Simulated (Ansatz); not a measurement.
Al

Input

```
crystal:
  lattice:
    - [0.0, 3.0137355255, 3.0137355255]
    - [3.0137355255, 0.0, 3.0137355255]
    - [3.0137355255, 3.0137355255, 0.0]
  atoms:
    - { symbol: Al, position: [0.125, 0.125, 0.125] }
    - { symbol: Al, position: [0.875, 0.875, 0.875] }
hamiltonian:
  xc: r2scan
  pseudopotentials:
    kind: paw
    azcp:
      Al: "pseudopotentials/Al.paw.azcp"
basis:
  ecutwfc: 500
  fft_grid_basis: typed
kpoints:
  mp_grid: { grid: [5, 5, 5], shift: [0, 0, 0] }
magnetization:
  spin_polarized: false
scf:
  occupations: { method: fermi_dirac, width: 0.1 }
output:
  write_density: true
  write_potential: true
  elf: true
  volumetric_format: npy
```

Command:

```sh
ansatz run input.yaml --threads 4 --pin off --max-ram 8192MiB --backend cpu --events-out ev --progress --plain --runs-dir out
```

Below, planes, directions and counts refer to the conventional cell (a = 6.03 Å, b = 6.03 Å, c = 6.03 Å, α = 90.00°, β = 90.00°, γ = 90.00°).

Space group Fd-3m; set up as Al, diamond; a generated structure, not necessarily the stable one.

Computed with DFT, r2SCAN, plane waves (500 eV) with PAW, scalar-relativistic (Ansatz 0.2.0).

The density is the valence pseudo-density of a PAW calculation; it isn't the true density close to the nuclei.

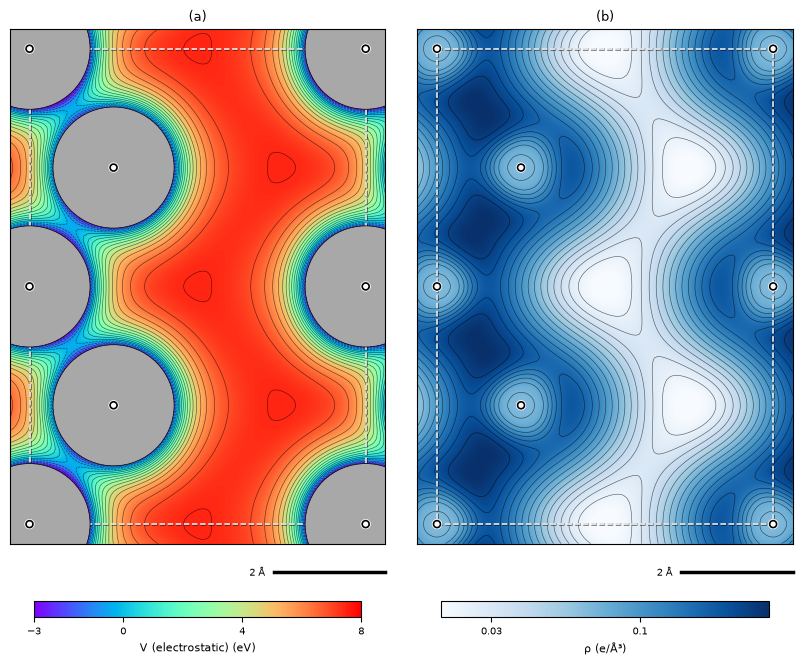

Figure 1. (a) electrostatic potential (local pseudopotential plus Hartree) felt by an electron; (b) valence electron density on the (011) plane of the conventional cell. Circles mark the nuclei in the plane (Al). Grey discs cover the atomic cores in the potential map.

> What does the map show?

Atoms in the plane: Al.
Al–Al (2.61 Å): ρ is about 0.28 e/Å³ halfway.
Between the atoms the lowest density in this plane is 0.02 e/Å³.
Outside the cores the potential energy rises away from the atoms and is highest about 2.6 Å from the nearest atoms; its zero is arbitrary.

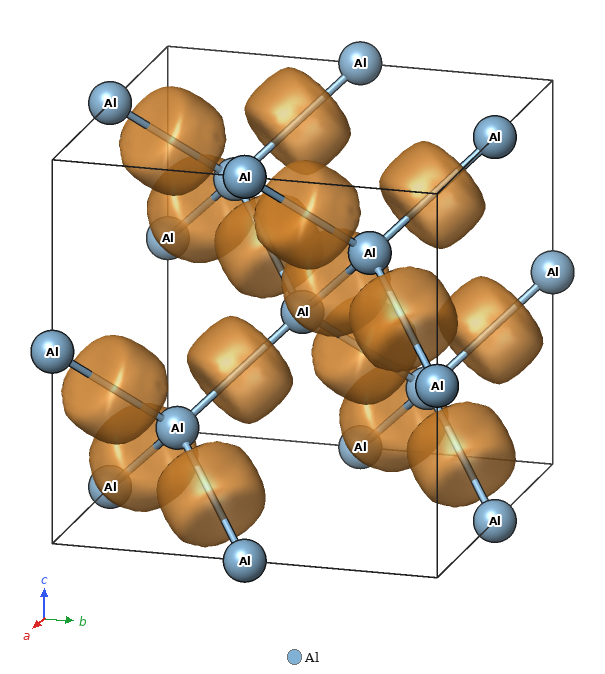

Figure 2. Isosurface of the ELF at 0.75 (orange), seen at an oblique angle. Only the valence region is drawn (cores and ρ < 0.01 e/Å³ removed). Sticks mark near contacts.

> Describe the localisation domains.

The surface consists of 16 regions between bonded Al–Al atoms, counted in one cell of 8 atoms. Any copies at cell faces, edges or corners count once. Along the contacts the grid gives the following. Al–Al (2.61 Å): the ELF peaks at about 0.90 between the atoms.

> Does the calculation give a band gap?

It is gapless in this calculation (a metal or semimetal).
